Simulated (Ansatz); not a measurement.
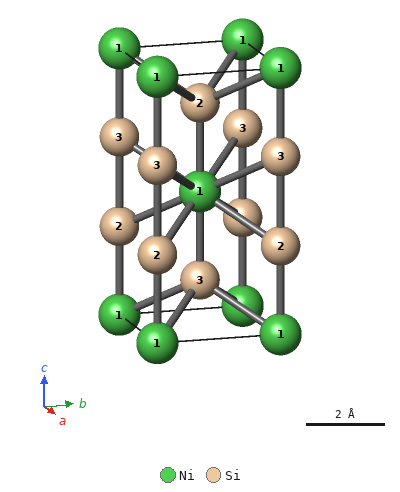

*The structure (ball-and-stick view of the cell 2 times as large as that of the calculation, set on its symmetry axes, seen slightly off an axis; atoms are numbered from 1 in the order of the input).*

Band-structure calculation, with input and output: NiSi2

- system: NiSi2 (I4/mmm, 3 atoms in the cell)
- method: DFT, PBE, PAW with Ansatz's default frozen-core files, scalar-relativistic, no spin polarisation (Ansatz 0.2.0)

It belongs to a series of runs on one base structure; here: volume scaled by 1, PAW files. Figures and captions count atoms from 1; the log counts them from 0 in places.

### Input file
```yaml
crystal:
  lattice:
    - [-1.6561845601, 1.6561845601, 3.5169546595]
    - [1.6561845601, -1.6561845601, 3.5169546595]
    - [1.6561845601, 1.6561845601, -3.5169546595]
  atoms:
    - { symbol: Ni, position: [0.0, 0.0, 0.0] }
    - { symbol: Si, position: [0.3321208056, 0.3321208056, 0.0] }
    - { symbol: Si, position: [-0.3321208056, -0.3321208056, 0.0] }
kpoints:
  mp_grid: { grid: [14, 14, 14] }
  band_path:
    path:
      - [0.0, 0.0, 0.0]
      - [0.0, 0.0, 0.5]
      - [0.25, 0.25, 0.25]
      - [0.0, 0.5, 0.0]
      - [0.0, 0.0, 0.0]
      - [0.5, 0.5, -0.5]
      - [0.3054400908, 0.6945599092, -0.3054400908]
      - [-0.3054400908, 0.3054400908, 0.3054400908]
      - [0.0, 0.0, 0.0]
    npoints: 8
scf:
  occupations: { method: fermi_dirac, width: 0.05 }
hamiltonian:
  xc: pbe
  pseudopotentials: { kind: paw }
output:
  forces: true
  stress: true
  eigenvalues: true
  populations: true
  dos: { projected: true, de: 0.2, e_range: [-14, 8] }
  write_density: true
  write_potential: true
  elf: true
  volumetric_format: npy
```

Run on 1 thread of Intel Xeon (Granite Rapids), 32 GiB of memory available, shared host.

Launched with:
```bash
ansatz run input.yaml --threads 1 --pin off --max-ram 3072MiB --backend cpu --events-out ev --progress --plain --runs-dir out
```

### What the program printed
```
Engine: ansatz 0.2.0, x86_64-unknown-linux-gnu
Pseudopotentials: kind: paw
Pseudopotential: Ni, paw, valence charge 18, recommended cutoff 420 eV (normal), Ni.paw.azcp
Pseudopotential: Si, paw, valence charge 4, recommended cutoff 420 eV (normal), Si.paw.azcp
Functional definition: PBE
  parameter kappa = 0.804
  parameter beta = 0.06672455060314922
  exchange = pbe_x(kappa = kappa, mu = beta*pi^2/3)
  correlation = pbe_c(beta = beta)
Crystal: 3 atoms, lattice volume = 38.587 Å³
Basis set: ecut = 420 eV, 759 PW (Γ), exchange–correlation on 60×60×60 points (8 copies of the dense FFT grid, shifted against one another)
Bands: 17, of which v1, the nominal top of the filled ones, is band 13 counted from 1 (12 counted from 0)
Symmetry: 16 space group operations
Space group: I4/mmm (ITA 139), of the structure as read, at distance tolerance 3.4e-5 Å
k-points: 244 of 2744
Non-local potential: Ni, projectors of the file, l = 0: 3, l = 1: 2, l = 2: 3, l = 3: 1
Non-local potential: Si, projectors of the file, l = 0: 2, l = 1: 2, l = 2: 2
PAW form: soft (Blöchl's): semilocal exchange-correlation on the pseudo side does not see the compensation charge
PAW one-centre angular grid: Ni, 590 points (default); XC on 64 Gauss nodes
PAW one-centre angular grid: Si, 110 points (default); XC on 64 Gauss nodes
Initial density: superposition of atomic densities (neutral atoms: chi_scale 0, normalization atom), corrected by the library's trained network
Initial wavefunctions: pseudopotential atomic-orbital guess
Functional: x = pbe(κ = 0.804, μ = 0.2195149727645171), c = pbe(β = 0.06672455060314922)
SCF iter   1: F=—  HF=-7111.296769 eV  |F-HF|=—  |Δ(HF+E_count)|=         —  Δρ=6.01e-3  dr2=7.33e-3  ethr=1.77e-3  ⟨swp⟩=5.2  Hψ=21472  notcnv=0
preconditioner: auto → Kerker (q_TF=auto, 2.555 Å⁻¹)  [metal: Δε(μ)=0.008 eV  Ē_g=7.463 eV  σ=0.050 eV  W_gap=0.04  n_scr=10 (ndim 8)  ℏωp=25.4 eV  f_vac=0.000  D(μ)=1.70/eV (n_scr^D=14)]
SCF iter   2: F=—  HF=-7111.296398 eV  |F-HF|=—  |Δ(HF+E_count)|=   3.71e-4  Δρ=1.84e-3  dr2=5.16e-4  ethr=2.82e-5  ⟨swp⟩=1.8  Hψ=7485  notcnv=0
SCF iter   3: F=—  HF=-7111.296381 eV  |F-HF|=—  |Δ(HF+E_count)|=   1.70e-5  Δρ=6.73e-4  dr2=9.49e-5  ethr=1.99e-6  ⟨swp⟩=1.2  Hψ=4219  notcnv=0
SCF iter   4: F=—  HF=-7111.296371 eV  |F-HF|=—  |Δ(HF+E_count)|=   9.46e-6  Δρ=1.30e-4  dr2=4.54e-6  ethr=3.65e-7  ⟨swp⟩=2.1  Hψ=6343  notcnv=0
SCF iter   5: F=—  HF=-7111.296372 eV  |F-HF|=—  |Δ(HF+E_count)|=   1.48e-7  Δρ=4.83e-5  dr2=7.23e-7  ethr=1.75e-8  ⟨swp⟩=1.1  Hψ=4287  notcnv=0
SCF iter   6: F=-7111.296371 eV  HF=-7111.296372 eV  |F-HF|=3.06e-8  |Δ(HF+E_count)|=   6.29e-8  Δρ=8.24e-6  dr2=2.45e-8  ethr=3.85e-10  ⟨swp⟩=6.5  Hψ=25804  notcnv=0
SCF 1 converged in 6 iterations: F = -7111.296371 eV  dr2 = 2.45e-8
  greatest PAW one-centre occupation: 1.001 electrons in one spin orbital (limit 2), on the Ni atom at site 0 (counted from 0), in its partial waves of l = 1
NSCF: frozen V_eff on 65 k-points
SCF converged after 6 iterations
Free energy (F): -7111.296371 eV
Harris-Foulkes:  -7111.296372 eV  (|F-HF|=3.06e-8)
Internal energy: -7111.282464 eV  (E = F + TS)
E sigma→0 (E₀):  -7111.289418 eV
Entropy (-TS):   -0.013907 eV (-4.636 meV/atom)
Fermi energy:    13.584798 eV
--- Per-component energies (eV) ---
  E_band       = -319.826870
  E_kinetic    = 368.868989
  E_local      = -4788.351462  (includes V_loc(G=0)·N_el)
  E_nonlocal   = 689.249487
  E_hartree    = 2076.279930
  E_xc         = -197.478055
  E_vxc        = -206.008656  (∫ρ·V_xc dr)
  E_paw        = -2658.172625  (= ΣΔE_a)
  E_vpaw       = -536.158305  (= ΣTr[D̂ρ^β])
  E_aug_tail   = 0.000574  (compensation charges beyond the density's cutoff)
  E_ewald      = -2601.679302
  E_smearing   = -0.013907  (= −TS)
  E_closure    = -0.000000  (closes the sum)
  Σ components = -7111.296371   (vs F -7111.296371, Δ=0.00e0)
--- Forces (eV/Å), atoms counted from 1 ---
  atom   1  Ni     0.00000000     0.00000000     0.00000000
  atom   2  Si     0.00000000    -0.00000000    -0.00042568
  atom   3  Si     0.00000000    -0.00000000     0.00042568
  max |Σ_I F_I| component: 5.55e-17 eV/Å
--- Stress (GPa, compression-positive) ---
        0.002189       0.000000      -0.000000
        0.000000       0.002189       0.000000
        0.000000       0.000000      -0.018839
  P = ⅓ Tr σ = -0.0048 GPa (-0.048 kbar)
--- Band table (eV; the first three rows and the last of 244) ---
  k-point 0: bands = ["-90.1758", "-50.8172", "-50.4761", "-50.4761", "-0.4909", "8.1934", "10.0659", "10.0659", "10.6882", "11.3601", "11.5704", "13.4951", "14.8345", "15.1047", "15.1047", "15.6248", "15.6248"]
  k-point 1: bands = ["-90.1757", "-50.8171", "-50.4763", "-50.4763", "-0.3576", "8.2543", "9.8763", "9.8991", "10.6752", "11.2450", "11.7670", "13.2779", "13.6818", "14.5789", "15.3567", "15.5808", "16.5715"]
  k-point 2: bands = ["-90.1757", "-50.8171", "-50.4768", "-50.4767", "0.0394", "8.4010", "9.4503", "9.4663", "10.6457", "10.8600", "11.8925", "12.9269", "13.1086", "13.9435", "14.7146", "15.5789", "18.3640"]
  k-point 243: bands = ["-90.1758", "-50.8175", "-50.4761", "-50.4761", "1.7374", "3.2178", "9.8635", "10.3163", "11.0644", "11.0644", "11.4275", "11.5361", "11.5361", "15.0631", "16.9317", "21.7340", "21.7860"]
--- Löwdin populations: 3 sites ---
  site symbol       q [e]
     0     Ni     17.4274
     1     Si      4.1327
     2     Si      4.1327
  spilling = 0.011820 (of n_electrons = 26.000000)
```

### File dos.tsv
```
# E-E_F[eV]	g_bin_mean(E)[states/eV]	N(E)
# format = ansatz-dos/2
# fermi_ev = 13.584798
# fermi_mp_grid = 14 14 14
# fermi_mp_shift = 0 0 0
# tetrahedron_fermi_ev = 13.591339
# g_bin_mean(E): the states in a bin one row spacing wide, centred on E, divided by that spacing. States that the method places at a single energy (under output.dos.method: tetrahedron, those of a tetrahedron whose four corners have one energy) are counted whole in the row whose bin holds that energy (on the edge of two bins, in the lower row). The sum of g_bin_mean over a run of rows, times the row spacing, is the number of states from half a spacing under the first of them to half a spacing over the last (a plain sum, not the trapezoid rule).
-14.000000	5.380524e-2	8.001933e0
-13.800000	1.413561e-1	8.023326e0
-13.600000	1.906442e-1	8.057010e0
-13.400000	2.340669e-1	8.099746e0
-13.200000	2.672875e-1	8.149813e0
-13.000000	3.032610e-1	8.206985e0
-12.800000	3.318539e-1	8.270520e0
-12.600000	3.630748e-1	8.339990e0
-12.400000	3.942718e-1	8.415750e0
-12.200000	4.249930e-1	8.497614e0
-12.000000	4.623940e-1	8.586035e0
-11.800000	5.124932e-1	8.684484e0
-11.600000	5.241460e-1	8.788434e0
-11.400000	5.317596e-1	8.893726e0
-11.200000	5.421320e-1	9.000856e0
-11.000000	5.659131e-1	9.111241e0
-10.800000	6.291398e-1	9.228670e0
-10.600000	6.730653e-1	9.365274e0
-10.400000	5.979477e-1	9.489558e0
-10.200000	5.667166e-1	9.607308e0
-10.000000	4.924673e-1	9.712319e0
-9.800000	4.575352e-1	9.806362e0
-9.600000	6.842691e-1	9.906119e0
-9.400000	9.075978e-1	1.007968e1
-9.200000	9.463783e-1	1.026262e1
-9.000000	7.032394e-1	1.043524e1
-8.800000	6.372864e-1	1.056444e1
-8.600000	6.290765e-1	1.069087e1
-8.400000	6.181810e-1	1.081561e1
-8.200000	6.126830e-1	1.093840e1
-8.000000	5.864620e-1	1.105944e1
-7.800000	5.610723e-1	1.117399e1
-7.600000	5.390270e-1	1.128266e1
-7.400000	5.974170e-1	1.139572e1
-7.200000	6.194148e-1	1.151815e1
-7.000000	6.633917e-1	1.164625e1
-6.800000	6.846330e-1	1.178205e1
-6.600000	9.230648e-1	1.193036e1
-6.400000	1.118973e0	1.214798e1
-6.200000	1.079146e0	1.236670e1
-6.000000	1.087376e0	1.258250e1
-5.800000	1.125531e0	1.280319e1
-5.600000	1.204427e0	1.303547e1
-5.400000	1.347575e0	1.328651e1
-5.200000	1.407571e0	1.356764e1
-5.000000	1.168089e0	1.384281e1
-4.800000	8.971485e-1	1.403462e1
-4.600000	8.001691e-1	1.420076e1
-4.400000	8.952246e-1	1.436709e1
-4.200000	1.259766e0	1.457229e1
-4.000000	1.837646e0	1.487629e1
-3.800000	2.528248e0	1.530792e1
-3.600000	3.275909e0	1.591153e1
-3.400000	3.214149e0	1.658530e1
-3.200000	4.998833e0	1.726088e1
-3.000000	6.179121e0	1.847268e1
-2.800000	7.478075e0	1.998577e1
-2.600000	5.018437e0	2.120418e1
-2.400000	1.209891e0	2.176615e1
-2.200000	4.394756e-1	2.192576e1
-2.000000	5.766229e-1	2.198412e1
-1.800000	4.381932e0	2.224562e1
-1.600000	3.556147e0	2.339685e1
-1.400000	2.425703e0	2.391648e1
-1.200000	1.595172e0	2.430887e1
-1.000000	1.220532e0	2.458440e1
-0.800000	9.373586e-1	2.479750e1
-0.600000	1.384717e0	2.497632e1
-0.400000	1.615726e0	2.534518e1
-0.200000	1.607405e0	2.564274e1
0.000000	1.724508e0	2.598730e1
0.200000	1.666485e0	2.631185e1
0.400000	1.477435e0	2.663907e1
0.600000	1.569747e0	2.694149e1
0.800000	1.458029e0	2.724556e1
1.000000	1.330343e0	2.752645e1
1.200000	1.301042e0	2.778387e1
1.400000	1.236926e0	2.804055e1
1.600000	1.265067e0	2.828561e1
1.800000	1.263260e0	2.854272e1
2.000000	1.224931e0	2.878967e1
2.200000	1.259026e0	2.903561e1
2.400000	1.287533e0	2.929410e1
2.600000	1.273638e0	2.955008e1
2.800000	1.284029e0	2.980394e1
3.000000	1.303770e0	3.006420e1
3.200000	1.351011e0	3.032652e1
3.400000	1.410735e0	3.060695e1
3.600000	1.306505e0	3.088046e1
3.800000	1.234551e0	3.113265e1
4.000000	1.290288e0	3.138275e1
4.200000	1.363497e0	3.164672e1
4.400000	1.359312e0	3.192487e1
4.600000	1.316098e0	3.218738e1
4.800000	1.249015e0	3.245016e1
5.000000	1.145675e0	3.268539e1
5.200000	1.008738e0	3.290705e1
5.400000	8.629413e-1	3.308914e1
5.600000	8.809230e-1	3.325945e1
5.800000	9.613139e-1	3.344374e1
6.000000	9.379086e-1	3.364394e1
6.200000	6.151635e-1	3.379771e1
6.400000	3.495530e-1	3.389776e1
6.600000	1.259561e-1	3.393754e1
6.800000	7.541557e-2	3.395637e1
7.000000	5.626371e-2	3.396924e1
7.200000	4.059236e-2	3.397880e1
7.400000	3.046601e-2	3.398585e1
7.600000	2.227312e-2	3.399106e1
7.800000	1.638132e-2	3.399487e1
8.000000	1.399612e-2	3.399780e1
```

### File populations.tsv
```
# site	symbol	l	j	q
# orbitals = lowdin
# n_electrons = 26.000000
# spilling = 0.011820
0	Ni	0_3S	-	1.989913
0	Ni	0_4S	-	0.508756
0	Ni	1_3P	-	5.995484
0	Ni	2_3D	-	8.933213
1	Si	0_3S	-	1.323395
1	Si	1_3P	-	2.809266
2	Si	0_3S	-	1.323395
2	Si	1_3P	-	2.809266
```

### File rho_z.tsv
```
# z_ang	rho[e/angstrom^3]
# format = ansatz-planar-average/11
# lattice	-1.656184560	1.656184560	3.516954660
# lattice	1.656184560	-1.656184560	3.516954660
# lattice	1.656184560	1.656184560	-3.516954660
# sites	3
# site	28	0.000000000	0.000000000	0.000000000
# site	14	0.000000000	0.000000000	2.336107630
# site	14	0.000000000	0.000000000	-2.336107630
0.000000	1.720398e0
0.140850	1.652693e0
0.281700	1.470615e0
0.422550	1.225867e0
0.563400	9.752448e-1
0.704250	7.586049e-1
0.845100	5.916852e-1
0.985950	4.720364e-1
1.126800	3.892086e-1
1.267651	3.322782e-1
1.408501	2.929616e-1
1.549351	2.657253e-1
1.690201	2.469153e-1
1.831051	2.342321e-1
1.971901	2.266481e-1
2.112751	2.240815e-1
2.253601	2.266481e-1
2.394451	2.342321e-1
2.535301	2.469153e-1
2.676151	2.657253e-1
2.817001	2.929616e-1
2.957851	3.322782e-1
3.098701	3.892086e-1
3.239551	4.720364e-1
3.380401	5.916852e-1
3.521251	7.586049e-1
3.662101	9.752448e-1
3.802952	1.225867e0
3.943802	1.470615e0
4.084652	1.652693e0
```

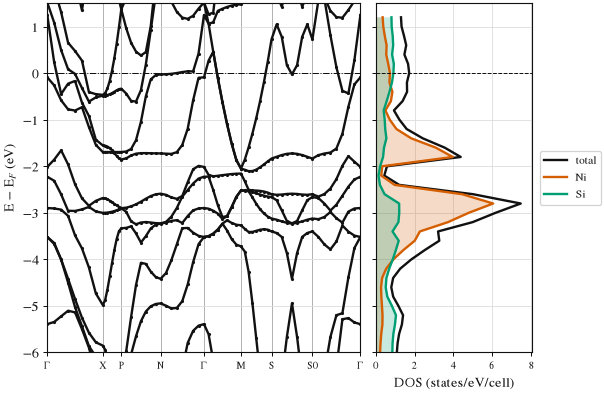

*Band structure along Γ–X–P–N–Γ–M–S–S0–Γ and density of states (projected on Löwdin-orthogonalised atomic shells), with energies from the Fermi level.*

Bands cross the Fermi level: a metal at this level of theory.

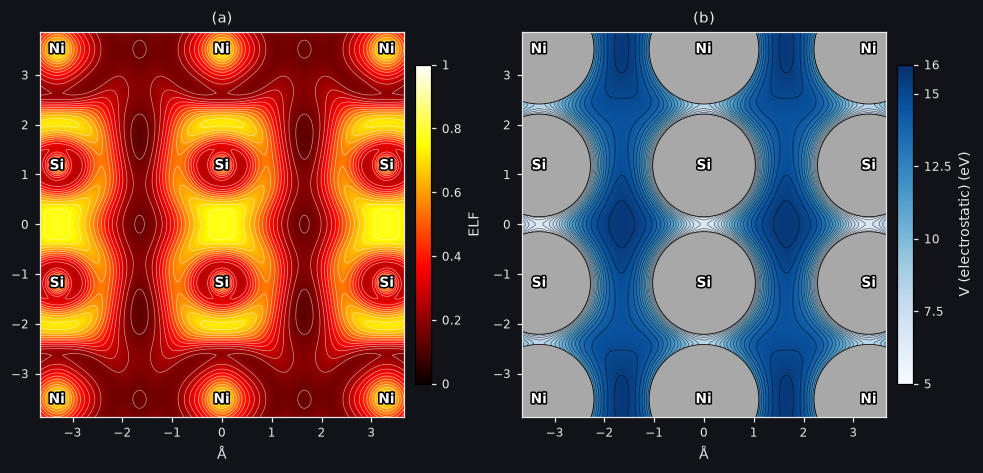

*(a) electron localisation function; (b) electrostatic potential energy of an electron on the (010) plane of the conventional cell. Grey discs, where drawn, cover atomic cores.*

The section cuts through Ni and Si sites. Si–Ni (2.34 Å): the ELF is about 0.45 at the midpoint. Si–Si (2.36 Å): the ELF peaks at about 0.75 between the atoms (localised, shared-pair bonding). The strong features right at Ni lie inside the PAW spheres (semicore, d or f shells) and say nothing about bonding. Outside the cores the potential energy rises away from the atoms and is highest about 1.7 Å from the nearest atoms; outside the discs it spans about 10 eV, and its zero is arbitrary. In a PAW calculation such maps are meaningful between the atoms, not at the nuclei.

### Key numbers

| quantity | value |
| --- | --- |
| outcome | converged |
| space group (tolerance 0.01 Å) | I4/mmm (139) |
| electrons treated | 26 |
| free energy | −7111.2964 eV |
| Fermi energy | 13.585 eV |
| pressure | 0.00 GPa |
| electronic character | metal |
| largest force (length of the vector) | under 0.001 eV/Å |
| wall time | 6.4 s |
| peak memory | 0.47 GiB |

The run has no spin polarisation, so a magnetic state may lie lower.
